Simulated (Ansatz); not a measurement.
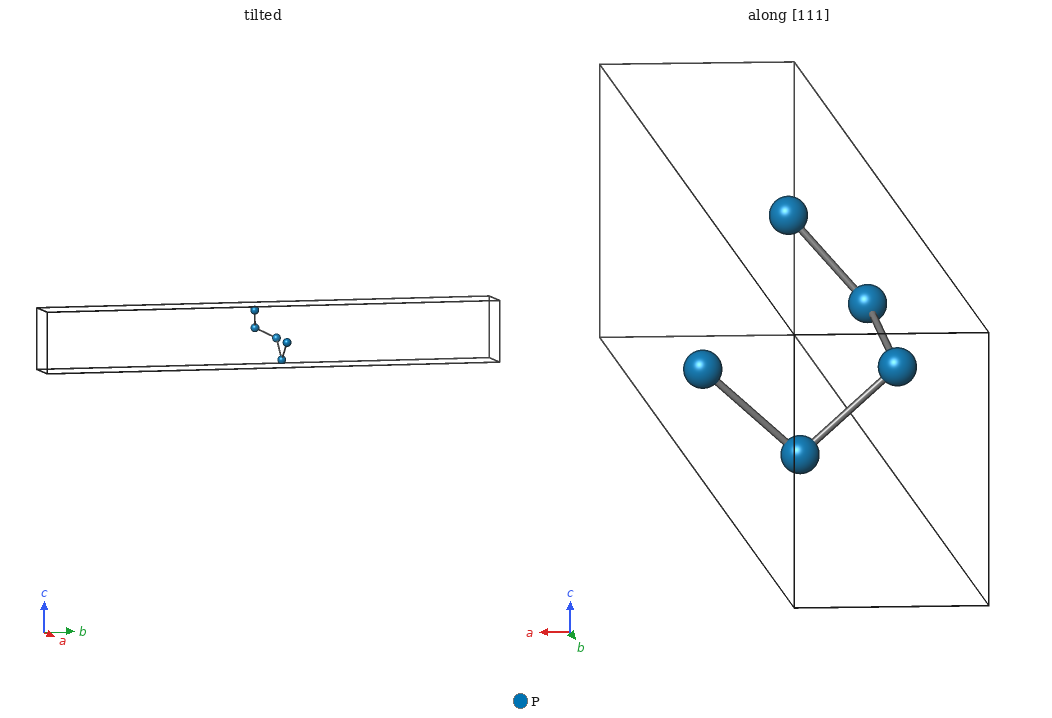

Structure drawing (ball-and-stick), viewed slightly off an axis and along [111]. The simulation cell is outlined; an atom on or near a face, edge or corner is repeated at each equivalent position.

State composition, symmetry and coordination.

- The element is phosphorus.
- The cell holds four atoms.

It derives from a structure listed in the Materials Project. The cell was then strained or its atoms displaced on purpose. Ansatz was used for an electronic-structure calculation on it.

At this level of theory the run's own cell isn't at rest (forces up to 6.0 eV/Å), so its distances can differ from those at equilibrium, the more so the softer the solid.
